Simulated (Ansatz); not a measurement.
Consider this structure.

```
CELL_PARAMETERS angstrom
5.27182 0.00000 0.00000
0.00000 4.77476 0.00000
0.00000 0.00000 6.58717
ATOMIC_POSITIONS crystal
C 0.00000 0.00000 0.00000
C 0.50000 0.00000 0.50000
O 0.50000 0.69349 0.89184
O 0.50000 0.30651 0.10816
O 0.50000 0.80651 0.39184
O 0.50000 0.19349 0.60816
C 0.50000 0.50000 0.00000
C 0.00000 0.50000 0.50000
O 0.00000 0.19349 0.89184
O 0.00000 0.80651 0.10816
O 0.00000 0.30651 0.39184
O 0.00000 0.69349 0.60816
```

Describe the structure that this file defines.

Answer. Formula: CO2. The structure has Cmce (No. 64) symmetry and a base-centred orthorhombic lattice. Cell content: 4 C, 8 O, that is 4 formula units. C is coordinated by two O in a linear arrangement at 1.17 Å. O bonds to one C at 1.17 Å. The bonds build separate CO2 groups.

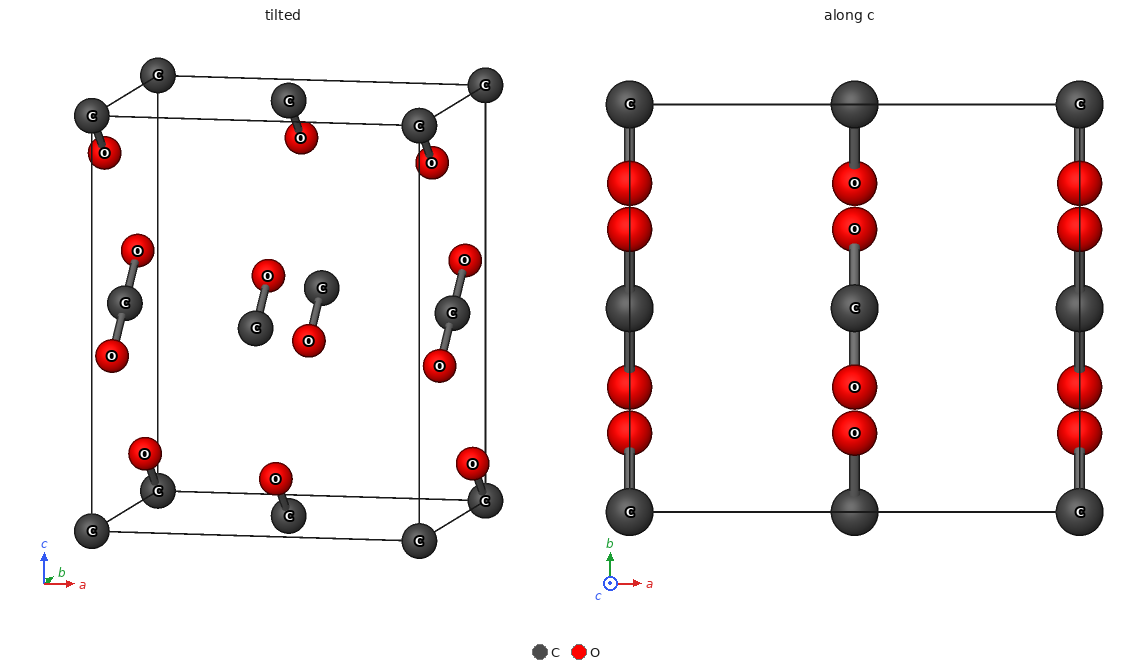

Ball-and-stick representation of a periodic structure, projected slightly off an axis and along the c axis. Atoms at the boundary of the conventional unit cell (the box) are drawn once for each face, edge or corner they touch.

The initial geometry was a structure listed in the Materials Project. Earlier steps of the study may have refined or changed the cell and positions. It was run through Ansatz as a DFT input.
